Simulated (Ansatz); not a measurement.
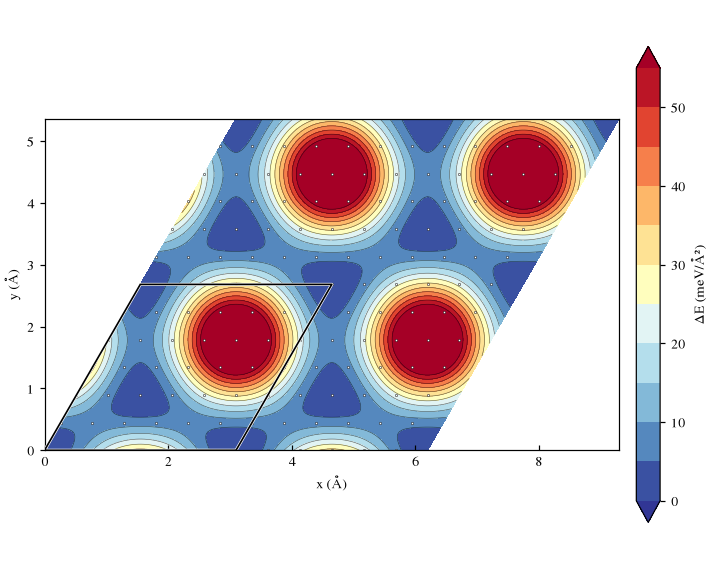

Energy landscape of WS2 (R3m, No. 160; 9 atoms in the cell). Gamma surface: rigid slide across a plane, one fault a cell; the plane is (0 0 −1) of the conventional cell, and the faces at the cut hold S and S. Places are given modulo a cell vector. The map is drawn in real space over the plane of the slide. Nothing is relaxed (rigid halves, spacing across the cut fixed). The scan uses a 6 × 6 grid; 10 points were computed and 26 follow by symmetry. All energies are given in meV/Å² relative to the lowest grid point. Level of theory: DFT LDA+D3(BJ), scalar-relativistic, plane waves, PAW in Ansatz 0.2.0. Settings: cutoff 420 eV, k-mesh 12×12×2 in the order of the run's cell vectors, gaussian smearing 0.05 eV, no spin polarisation.

Drawn: filled contours, dots at the grid points, the outline of one cell of the 2 × 2 shown, one colour for all values above the top of the scale. Between grid points the surface is interpolated. 

**Summarise what can be read from the map.**

The lowest grid point is at (0/6, 0/6) of the cell vectors. There is a further well near (2/6, 2/6) of the cell vectors (0.45 meV/Å² above the lowest at that grid point). These are metastable stacking faults of the rigid slide. The highest grid point, (4/6, 4/6) of the cell vectors, lies 80.1 meV/Å² above the lowest. On the interpolated surface the easiest way out of the lowest well to the well at (2/6, 2/6) of the cell vectors passes a barrier of about 7.2 meV/Å².

Grid values (meV/Å²):

```
slide along a2 ↓, slide along a1 →   0/6  1/6   2/6   3/6   4/6   5/6
                               5/6   7.3  7.3  31.4  59.1  59.1  31.4
                               4/6  23.0  7.2  23.0  59.1  80.1  59.1
                               3/6  31.5  7.6   7.6  31.5  59.1  59.1
                               2/6  23.0  7.6   0.5   7.6  23.0  31.4
                               1/6   7.3  7.2   7.6   7.6   7.2   7.3
                               0/6   0.0  7.3  23.0  31.5  23.0   7.3
```

The input of one point:

```yaml
crystal:
  lattice:
    - [-1.549771634, -2.6842832102, 0.0]
    - [1.549771634, -2.6842832102, 0.0]
    - [0.0, 1.0e-10, 17.1248033019]
  atoms:
    - { symbol: W, position: [1.0, 1.0, 0.9993863465] }
    - { symbol: W, position: [0.3333333333, 0.3333333333, 0.3327196798] }
    - { symbol: W, position: [0.6666666667, 0.6666666667, 0.6660530132] }
    - { symbol: S, position: [1.0, 1.0, 0.7571695627] }
    - { symbol: S, position: [0.3333333333, 0.3333333333, 0.090502896] }
    - { symbol: S, position: [0.6666666667, 0.6666666667, 0.4238362294] }
    - { symbol: S, position: [1.0, 1.0, 0.5747440908] }
    - { symbol: S, position: [0.3333333333, 0.3333333333, 0.9080774241] }
    - { symbol: S, position: [0.6666666667, 0.6666666667, 0.2414107575] }
basis:
  ecutwfc: 420
kpoints:
  mp_grid: { grid: [12, 12, 2] }
hamiltonian:
  xc: lda
  pseudopotentials: { kind: paw, azcp: { folder: soft_1 } }
  dispersion: d3bj
scf:
  occupations: { method: gaussian, width: 0.05 }
output:
  forces: true
  stress: true
  eigenvalues: true
  write_density: true
  write_potential: true
  elf: true
  volumetric_format: npy
```

Each point was launched as `ansatz run input.yaml --threads 2 --pin off --max-ram 4096MiB --backend cpu --events-out ev --progress --plain --runs-dir out`. Time for the 10 points that were run: 11 min on 2 threads of Arm Neoverse N1, on a shared host.
